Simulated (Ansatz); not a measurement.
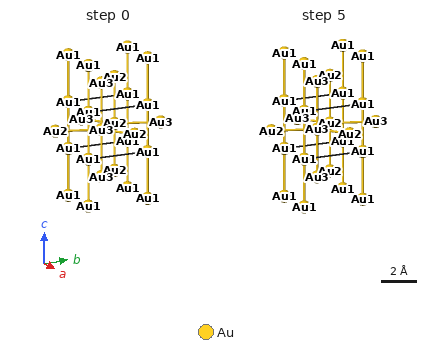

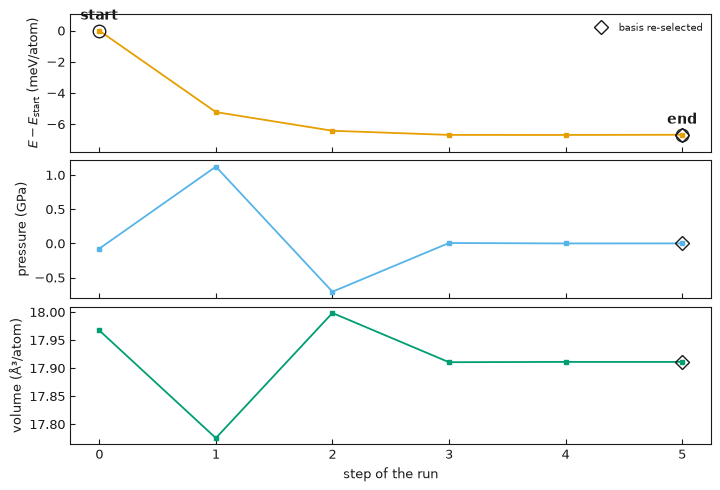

First and last geometry of a relaxation of solid Au (built on the omega_191 type), with the history of the run. The picture is a ball-and-stick view of the cell of the calculation, seen slightly off an axis.

Case: omega type (P6/mmm, No. 191).

The calculation used DFT r2SCAN, scalar-relativistic, plane waves, PAW (Ansatz 0.2.0). (plane-wave cutoff 500 eV; k-point mesh 12 × 12 × 16; occupations gaussian; smearing width 0.1 eV; no spin polarisation; cell and atoms relaxed; force threshold 0.01 eV/Å; at most 80 steps)

> Did the run converge, and what did it change?

It converged. No atom moves by more than 0.005 Å relative to the cell. The volume changes by −0.3 %, with a = b 4.769 → 4.717 Å (−1.1 %), c 2.736 → 2.788 Å (+1.9 %). Among the contacts that change: Au1–Au1 2.736 → 2.788 Å, Au2–Au3 2.754 → 2.724 Å. The space group stays P6/mmm (No. 191). Over 4 accepted moves (5 points after the start) the energy falls by 6.7 meV per atom. All forces vanish by symmetry, so only the cell relaxes. Pressure: −0.08 GPa at the start and 0.00 GPa at the end. At 1 point the geometry stayed and the basis and grid were re-selected for the new cell (energy shift of less than 0.05 meV per atom at most each time).
